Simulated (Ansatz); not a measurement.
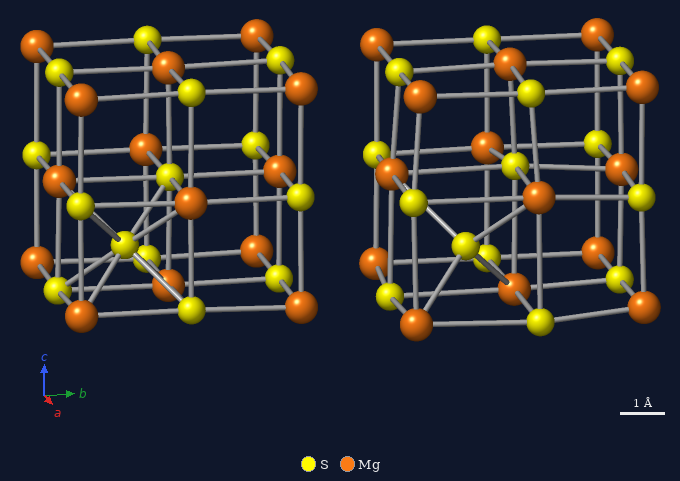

Two geometries of a defect cell of composition S33Mg32 (cell charge +1), drawn at one scale. One is the start of a relaxation, the other its converged end. Style: ball-and-stick. Shown: the atoms within 5.0 Å of the atom that moves most (axes of the cell of the calculation (origin shifted)), slightly off an axis.

All numbers below come from DFT, PBEsol, PAW, plane waves (Ansatz). Set-up: plane-wave cutoff 420 eV; k-point mesh 1 × 1 × 1; mesh shifted by (0.25, 0.25, 0.25); collinear spin; atoms relaxed in a fixed cell; force threshold 0.03 eV/Å; at most 80 steps.

### Which of the two is the end point?

The right one is the relaxed one. The atoms of the start lie slightly off their symmetric places, so part of the fall in energy undoes that. Over 5 geometry steps the energy falls by 3.578 eV per cell of the calculation. The largest force component goes from 2.1 to 0.011 eV/Å. The largest move is that of an S atom, 0.35 Å roughly along [−1 1 1]. By element the largest moves are S 0.35 Å, Mg 0.27 Å. The cell doesn't change. Near-neighbour distances that change, for instance: Mg–S 2.551 → 2.955 Å, Mg–S 2.580 → 2.955 Å, S–S 2.208 → 2.571 Å, Mg–S 2.557 → 2.916 Å. Bond angles that change, for instance: Mg–S–Mg 89.4° → 97.7°, Mg–S–Mg 90.2° → 97.8°, Mg–S–Mg 90.7° → 97.0°. Cost: 8.6 s on 1 × NVIDIA GB300 Max-Q with 8 threads of Arm Neoverse-V2, peak memory 1.9 GiB.

Limits of the set-up: the cell is charged, on a uniform background, and energies carry no finite-size correction.
